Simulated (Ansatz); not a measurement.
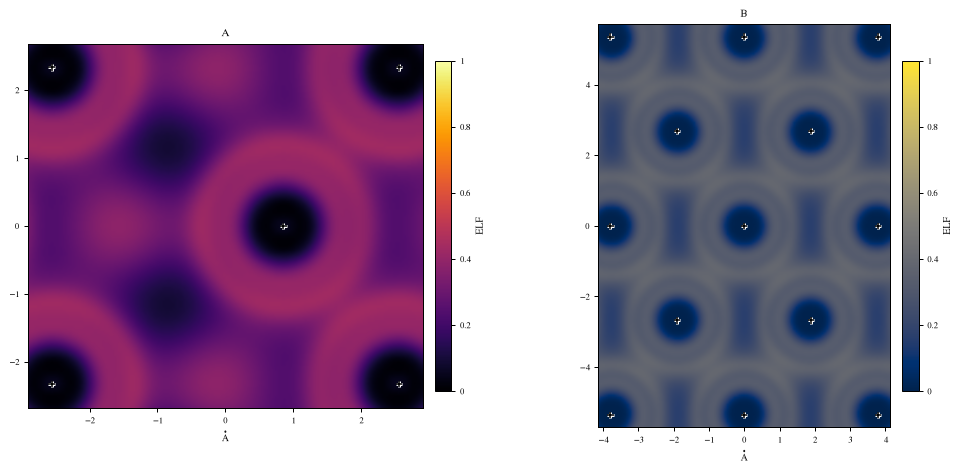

The electron localisation function of 2 systems, each on a plane through atoms (crosses mark nuclei in the plane).

Method: Ansatz 0.2.0, Kohn-Sham DFT of a periodic cell, PBE0, Ansatz PAW.

System 1: Sn, the (11̄0) plane of the conventional cell. Space group Im-3m; a structure from a database of computed crystals, not necessarily the ambient phase.

```
Sn
1.0
     3.78930    0.00000    0.00000
     0.00000    3.78930    0.00000
     0.00000    0.00000    3.78930
Sn
2
Direct
  0.00000 0.00000 0.00000
  0.50000 0.50000 0.50000
```

System 2: Ge, the (100) plane of the conventional cell. Space group Cmcm; a structure from a database of computed crystals, not necessarily the ambient phase; computed pressure about 4 GPa in this cell.

```
Ge
1.0
     2.93588    0.00000    0.00000
     0.00000    5.11924    0.00000
     0.00000    0.00000    4.66370
Ge
4
Direct
  0.00000 0.66655 0.75000
  0.50000 0.16655 0.75000
  0.00000 0.33345 0.25000
  0.50000 0.83345 0.25000
```

Which map belongs to which system?

Panel A is system 2, Ge: the plane holds Ge. Ge–Ge (2.89 Å): the ELF is about 0.40 at the midpoint. Panel B is system 1, Sn: the plane holds Sn. Sn–Sn (3.28 Å): the ELF is about 0.40 at the midpoint.
